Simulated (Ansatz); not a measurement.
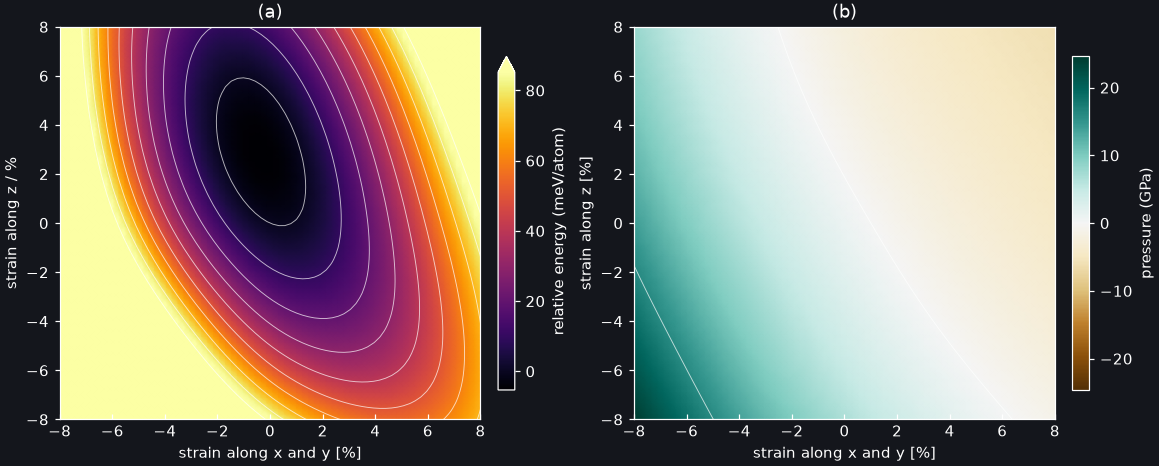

Pb (P6_3/mmc, No. 194; 2 atoms in the cell). The cell is strained homogeneously, by one strain along x and y and another along z, with fractional coordinates fixed (x along [1 0 0], z along [0 0 1] of the conventional cell). Coordinates scanned: (1) strain along x and y; (2) strain along z. The scan uses a 5 × 5 grid. Points are written as (first, second). Energies: meV/atom, counted from the unstrained cell. The reference cell is the one listed in the database, not relaxed at this level. These are results of DFT PBEsol, scalar-relativistic, plane waves, PAW in Ansatz, not measurements. Settings: cutoff 420 eV, k-mesh 18×18×10 in the order of the run's cell vectors, gaussian smearing 0.15 eV, no spin polarisation.

Panel (a) is the energy; panel (b) is the computed pressure, in GPa.

The picture shows a smooth colour map with a few white contour lines, one colour for all values above the top of the scale. Between grid points the surface is interpolated.

Question: How does the pressure vary over the map, and what is it at the lowest grid point?

Answer: It runs from −6.0 GPa at (8 %, 8 %) to 24.6 GPa at (−8 %, −8 %). At the lowest grid point, (0 %, 4 %), it is −1.0 GPa.

| strain along z ↓, strain along x and y → | −8 | −4 | 0 | 4 | 8 |
| --- | --- | --- | --- | --- | --- |
| 8 | 8.2 | 1.7 | −2.3 | −4.7 | −6.0 |
| 4 | 10.7 | 3.5 | −1.0 | −3.7 | −5.3 |
| 0 | 14.1 | 6.1 | 1.0 | −2.3 | −4.3 |
| −4 | 18.8 | 9.5 | 3.4 | −0.5 | −3.0 |
| −8 | 24.6 | 13.7 | 6.7 | 2.0 | −1.1 |
